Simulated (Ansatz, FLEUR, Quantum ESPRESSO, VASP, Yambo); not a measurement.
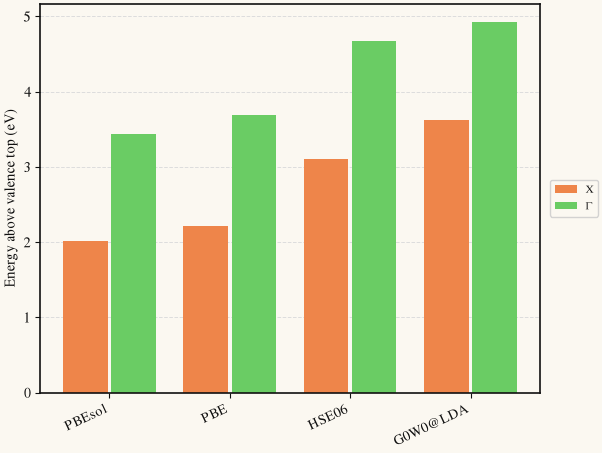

Lowest conduction level at each named k point, counted from the valence-band top at Γ, by several methods on one cell of rocksalt BaS, space group Fm-3m (No. 225), 2 atoms in the primitive cell; cubic a = 6.388 Å. All runs are without spin-orbit coupling and carry no moments.

```csv
method,program,X (eV),Γ (eV)
PBEsol,Quantum ESPRESSO,2.02,3.44
PBE,Ansatz (PAW made for the crystal),2.21,3.69
HSE06,FLEUR,3.11,4.67
G0W0@LDA,Yambo,3.62,4.92
```

Q: One method is left out: G0W0@PBE. Predict its row. It was run as: PBE, VASP PAW PBE potentials, release 64 (Ba_sv_GW, S_GW), 4×4×4 k mesh, 500 eV cutoff, Gaussian smearing of 0.01 eV (VASP 6.6.1), G0W0 with cutoff of the response function 100 eV, frequency points 48, empty bands 219 and GW iterations 1.

A: It starts from PBE, whose row gives 2.21 eV at X in another program. G0W0@PBE gives 3.37 eV at X and 4.83 eV at Γ, which is +1.16 eV from PBE at X.

Q: How do the methods rank at X?

A: From low to high: PBEsol 2.02, PBE 2.21, HSE06 3.11, G0W0@PBE 3.37, G0W0@LDA 3.62 eV.

Q: Do the methods agree on which of these conduction levels is lowest?

A: Yes: all put it at X.

Settings. PBEsol: PseudoDojo 0.4.1 SR PBEsol standard, 14×14×14 k mesh, 707 eV cutoff, fixed occupations (Quantum ESPRESSO 7.5). PBE: PAW data sets made for the crystal, 6×6×6 k mesh, Fermi-Dirac smearing of 0.05 eV (Ansatz 0.2.0). HSE06: all-electron, 4×4×4 k mesh, Fermi-Dirac smearing of 0.05 eV (FLEUR). G0W0@LDA: LDA, PseudoDojo 0.4.1 SR LDA standard, 6×6×6 k mesh, 735 eV cutoff, fixed occupations (Yambo 5.3.0), G0W0 with frequency dependence of W plasmon pole, bands in the response 108, bands in the self-energy 108, cutoff of the response matrix 8 Ry and cutoff of exchange and Vxc 54 Ry.

These are five of the 27 methods that were run on this cell. Runs that lie over 0.07 eV from the median of the programs for their method weren't drawn. The runs come from different programs and meshes, which adds differences of its own. Spin-orbit coupling is left out, which matters for Ba. PBEsol and G0W0@LDA: this release of the barium file is off. LDA, GGA and most meta-GGA functionals understate gaps. HSE06: the k mesh is coarse, so the values aren't converged, least of all with exact exchange. HSE06: core states are solved in the semilocal potential. G0W0@PBE: the k mesh is coarse, so the values aren't converged. G0W0@PBE: bands, screening cutoff and mesh are small and nothing is extrapolated, so the quasiparticle values aren't converged. The GW runs differ in bands or cutoffs. The GW values are at finite bands, cutoffs and mesh, short of the basis limit.
